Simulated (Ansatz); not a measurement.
Structure data:

```yaml
crystal:
  lattice:
    - [5.62006, 0.00000, 0.00000]
    - [0.00000, 5.62006, 0.00000]
    - [0.00000, 0.00000, 5.62006]
  atoms:
    - { symbol: Cd, position: [0.00000, 0.00000, 0.00000] }
    - { symbol: Se, position: [0.50000, 0.00000, 0.00000] }
    - { symbol: Cd, position: [0.00000, 0.50000, 0.50000] }
    - { symbol: Se, position: [0.50000, 0.50000, 0.50000] }
    - { symbol: Cd, position: [0.50000, 0.00000, 0.50000] }
    - { symbol: Se, position: [0.00000, 0.00000, 0.50000] }
    - { symbol: Cd, position: [0.50000, 0.50000, 0.00000] }
    - { symbol: Se, position: [0.00000, 0.50000, 0.00000] }
```

Q: Say what kind of structure these coordinates give.

A: Formula: CdSe. It is face-centred cubic, space group Fm-3m (No. 225). Among the common structure types it is rock salt (NaCl type). Atoms per cell: 8 (4 Cd, 4 Se). Around each Cd lie six Se in an octahedral arrangement at 2.81 Å. The coordination shell of Se holds six Cd in an octahedral arrangement at 2.81 Å. The bonds build a three-dimensional framework.

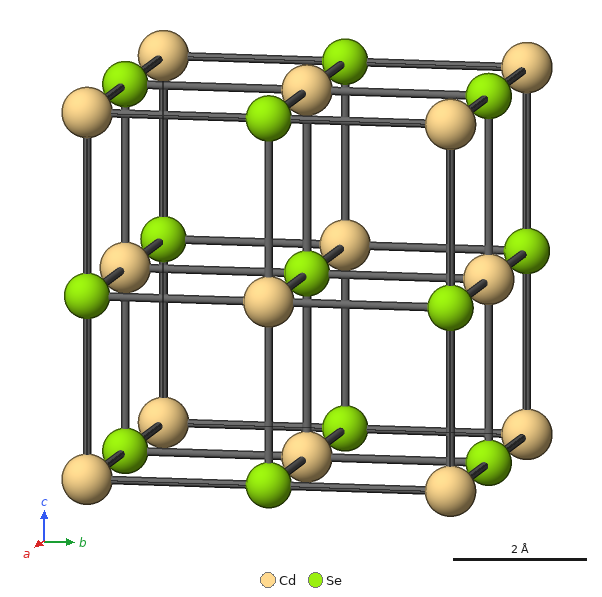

We look at a ball-and-stick model of the crystal slightly off an axis. The edges of the conventional unit cell are marked.

Starting structure: a structure listed in the Materials Project. The cell was then strained or its atoms displaced on purpose. It went into a calculation with Ansatz.

At this level of theory the cell isn't at rest (compressed, at 4 GPa), so its distances can differ from those at equilibrium, the more so the softer the solid.
